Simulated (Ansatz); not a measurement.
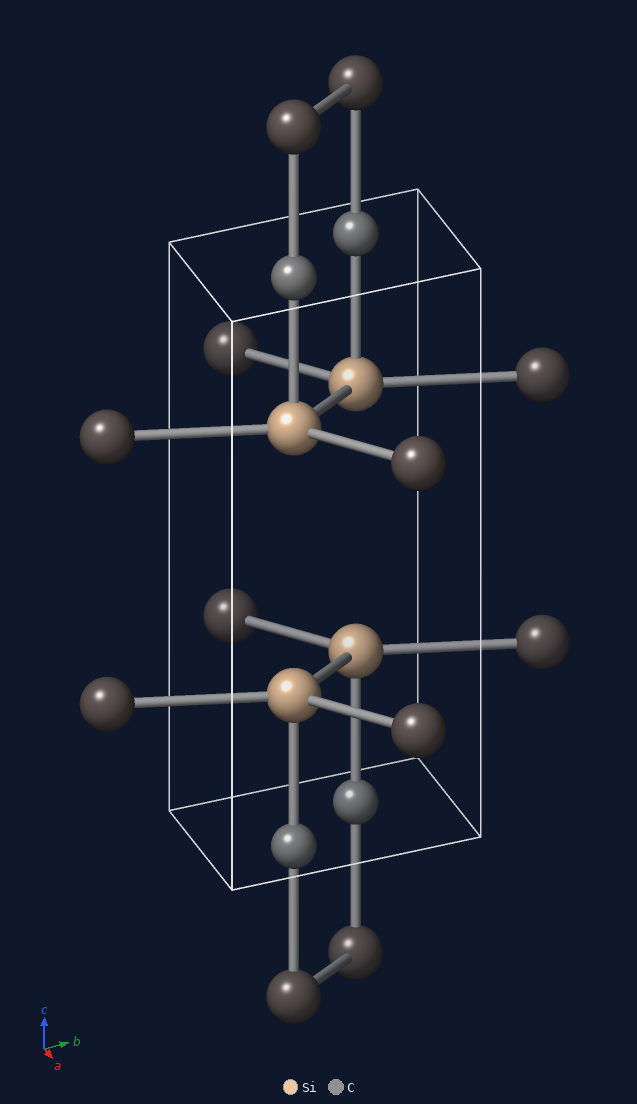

This ball-and-stick model is shown slightly off an axis. The wireframe shows the conventional unit cell. Bonded atoms from the next cells complete the picture, in fainter colours. Cell: a = 4.04 Å, b = 4.04 Å, c = 7.19 Å, α = 90.00°, β = 90.00°, γ = 120.00°.

The structure comes from a structure type filled with these elements by a generator (whether the compound takes this form wasn't checked). Earlier steps of the study may have refined or changed the cell and positions. A calculation with Ansatz used it as input.

Question: Give a description of the structure.

Answer: Formula: Si₂C. The lattice is primitive hexagonal and the space group P6/mmm (No. 191). Atoms per cell: 6 (4 Si, 2 C). Si is linked to three Si and one C (about 2.3 Å to Si, 1.9 Å to C). Each C atom is coordinated by two Si in a linear arrangement at about 1.9 Å. The bonds build Si2C layers parallel to (001).

The calculation used DFT PBE, scalar-relativistic, plane waves, PAW in Ansatz, with wavefunction cutoff 420 eV, k-point mesh 12×12×6, Gaussian smearing of 0.1 eV, no spin polarisation.

Question: Is the electronic structure metallic or gapped?

Answer: A metal: bands cross the Fermi level.

Question: What does a Bader analysis give?

Answer: Si +0.64 e; C -1.28 e.

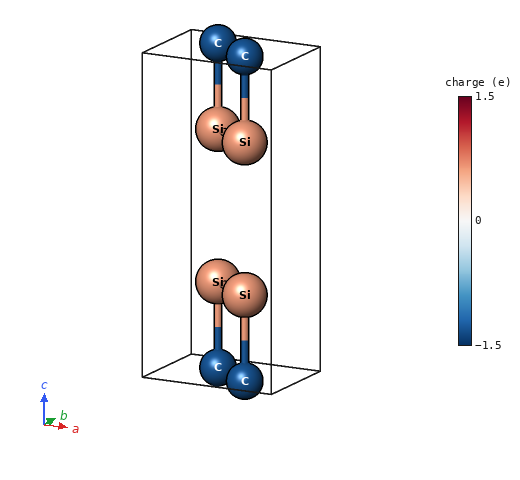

The atoms coloured by those charges. The run's cell of 6 atoms is drawn.

Question: Is the structure in equilibrium?

Answer: Yes. All forces vanish to within 0.01 eV/Å. The pressure is 0.0 GPa, close to zero.
